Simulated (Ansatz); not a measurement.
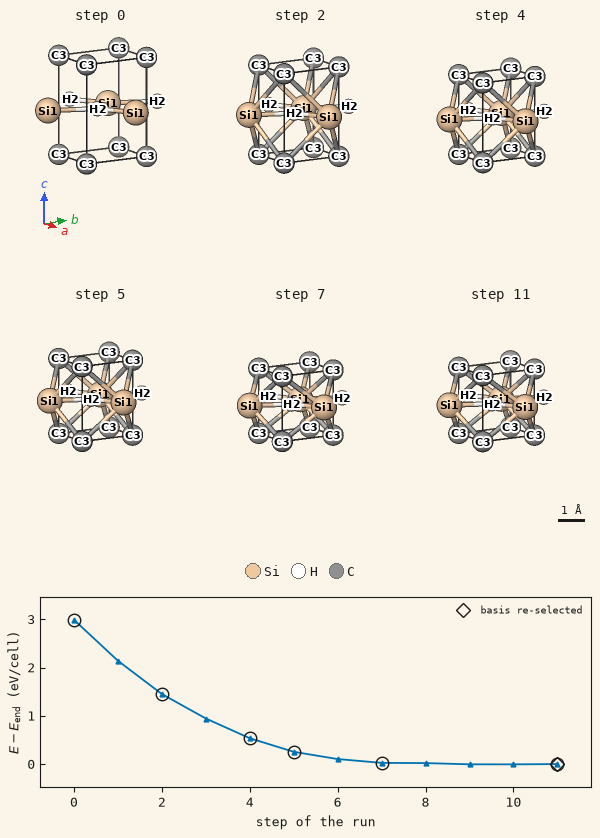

Frames of a relaxation of a crystal of SiHC (a generated structure, set up in P-6m2) (coarse preliminary run), marked on the history of the run. A ball-and-stick model of the cell of the calculation, seen slightly off an axis.

Theory: DFT PBE, scalar-relativistic, plane waves, PAW (Ansatz). Set-up: plane-wave cutoff 420 eV; k-point mesh 6 × 6 × 4; occupations gaussian; smearing width 0.1 eV; no spin polarisation; cell and atoms relaxed; force threshold 0.04 eV/Å; at most 70 steps.

Q: Describe the path.

A: After 10 accepted moves (11 points after the start) the energy has fallen by 2.988 eV per cell of the calculation. All forces vanish by symmetry, so only the cell relaxes. Pressure: −22.76 GPa at the start and −0.06 GPa at the end. At 1 point the geometry stayed and the basis and grid were re-selected for the new cell (energy shift of 5.6 meV per cell of the calculation at most each time). The atoms keep their places relative to the cell (all moves are under 0.005 Å). The drawn cell changes as follows: a = b 3.516 → 3.032 Å (−13.8 %), c 3.910 → 2.608 Å (−33.3 %); the volume changes by −50.4 %. Among the contacts that change: Si1–Si1 3.910 → 2.608 Å, Si1–C3 2.818 → 2.183 Å, Si1–Si1 (another image) 3.516 → 3.032 Å, Si1–H2 2.030 → 1.751 Å. New bonds form, among them: Si1–C3 (2.82 → 2.18 Å). The space group stays P-6m2 (No. 187). From step 0 to 2: volume −24.9 %, energy −1.537 eV per cell of the calculation. From step 2 to 4: volume −19.4 %, energy −0.916 eV per cell of the calculation. From step 4 to 5: volume −11.7 %, energy −0.281 eV per cell of the calculation. From step 5 to 7: volume −11.7 %, energy −0.229 eV per cell of the calculation. From step 7 to 11: volume +5.1 %, energy −25.0 meV per cell of the calculation.

Limits of the set-up: the k-point mesh is coarse for a cell with partly filled bands.
